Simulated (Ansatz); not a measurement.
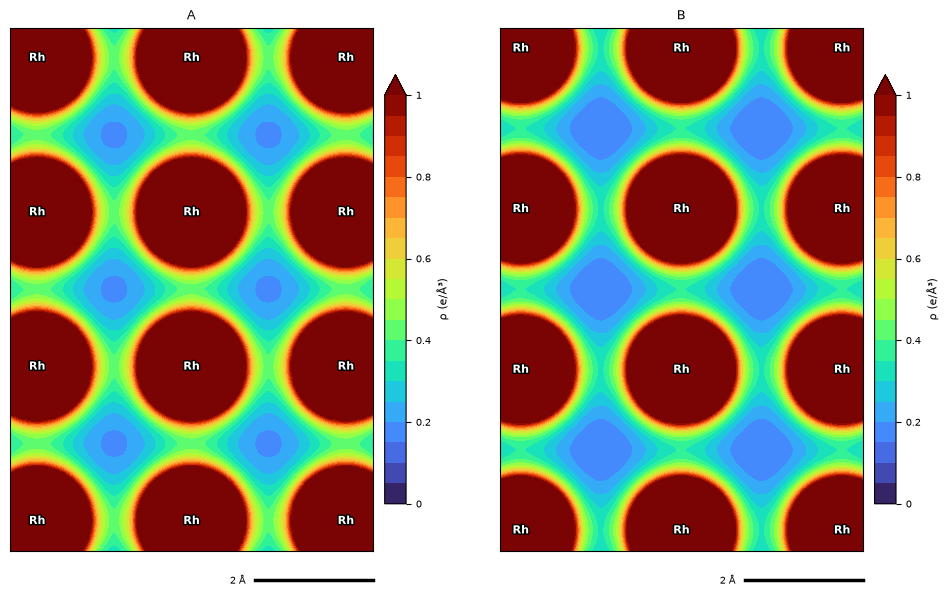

Rh. The valence electron density of two cells that differ in size, on the (110) plane of each (indices in the axes of the calculation cell), at one length scale and on one colour scale; one has 12.7 and the other 14.3 Å³ an atom.

Space group Fm-3m; computed without spin polarisation.

Method: Ansatz 0.2.0, DFT PBEsol, scalar-relativistic, plane waves, PAW.

Core electrons are frozen (PAW), and the valence fields are smoothed inside the atomic spheres.

The larger cell:

```xyz
1
Lattice="0.0000 1.9271 1.9271 1.9271 0.0000 1.9271 1.9271 1.9271 0.0000" Properties=species:S:1:pos:R:3 pbc="T T T"
Rh    0.0000    0.0000    0.0000
```

The smaller cell: a = 2.618 Å, b = 2.618 Å, c = 2.618 Å, α = 60.00°, β = 60.00°, γ = 60.00°.

**Which is the denser cell? Describe the effect of the change.**

Panel A is the smaller cell, by 11 % in volume. From the larger cell to the smaller, Rh–Rh goes from 2.73 to 2.62 Å, and the density at its midpoint from 0.34 to 0.42 e/Å³; the pressure goes from −15 to 21 GPa.
